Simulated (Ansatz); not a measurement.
Consider TaN.

Input

```
crystal:
  lattice:
    - [0.0, 2.1964814589, 2.1964814589]
    - [2.1964814589, 0.0, 2.1964814589]
    - [2.1964814589, 2.1964814589, 0.0]
  atoms:
    - { symbol: Ta, position: [0.5, 0.5, 0.5] }
    - { symbol: "N", position: [0.0, 0.0, 0.0] }
hamiltonian:
  xc: pbe
  pseudopotentials: { kind: paw }
kpoints:
  mp_grid: { grid: [10, 10, 10] }
scf:
  occupations: { method: fermi_dirac, width: 0.05 }
output:
  forces: true
  stress: true
  eigenvalues: true
  write_density: true
  write_potential: true
  elf: true
  volumetric_format: npy
```

Command:

```sh
ansatz run input.yaml --threads 2 --pin off --max-ram 5632MiB --backend cpu --events-out ev --progress --plain --runs-dir out
```

Below, planes, directions and counts refer to the conventional cell (a = 4.39 Å, b = 4.39 Å, c = 4.39 Å, α = 90.00°, β = 90.00°, γ = 90.00°).

Space group Fm-3m; a structure from a database of computed crystals, not necessarily the ambient phase; computed pressure about 6 GPa in this cell.

Computed with Kohn-Sham DFT of a periodic cell, PBE, Ansatz PAW (Ansatz 0.2.0).

What will maps of the valence pseudo-density and electron localisation function show?

Answer. Ta–N (2.20 Å): ρ is about 0.54 e/Å³ halfway; the ELF peaks at about 0.80 in the valence shell of N, 0.7 Å from its nucleus, and is about 0.15 at the midpoint; no shared electron pair shows on this line.
Ta–Ta (3.11 Å): ρ is about 0.24 e/Å³ halfway; the ELF is about 0.20 at the midpoint; no localised pair shows between them.

Does the calculation make it a metal, or give it a gap?

Answer. It is gapless in this calculation (a metal or semimetal); semilocal functionals without U, or without the true magnetic order, often close the gap of such compounds.

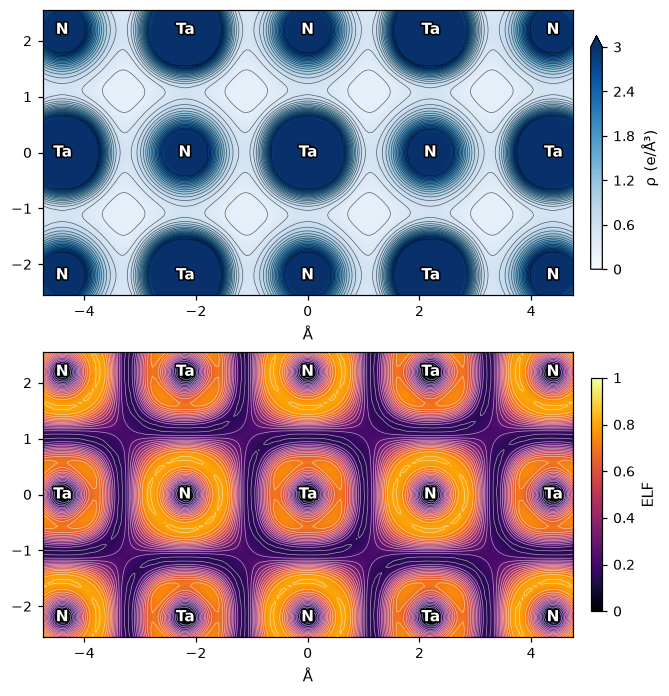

Computed valence pseudo-density and electron localisation function on the (010) plane of the conventional cell, in this order. 

In a PAW calculation such maps are meaningful between the atoms, not at the nuclei.
